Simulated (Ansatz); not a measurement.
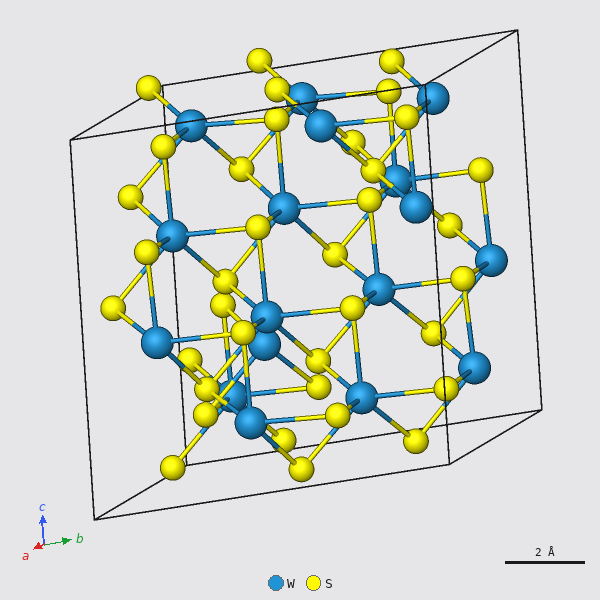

Structure drawing (ball-and-stick), viewed slightly off an axis. The edges of the supercell are marked. The host is WS₂, in a cell of 48 sites, and the cell carries a charge of +3.

**Name the defect and give its surroundings.**

An interstitial tungsten atom. It is bonded to three S in a trigonal pyramidal arrangement at about 2.4 Å. Not all metal-metal contacts are counted.

Electronic-structure method: Ansatz 0.2.0, DFT PBE, scalar-relativistic, plane waves, PAW. Parameters: a basis cut at 420 eV, 2×2×2 k-mesh, Gaussian smearing of 0.01 eV, collinear spins.

**Does the calculation give a net moment?**

Yes, 1.0 μB in the cell.

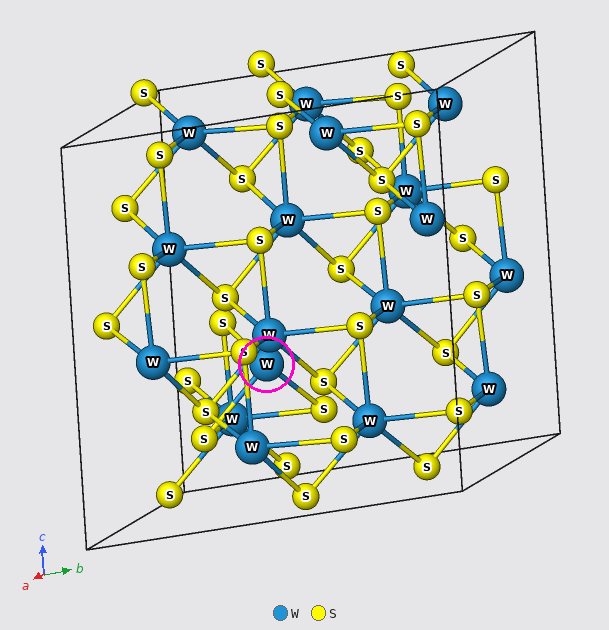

The same cell with a ring at the defect's site.

The atoms were relaxed in the host's cell with DFT PBE, scalar-relativistic, plane waves, PAW in Ansatz.
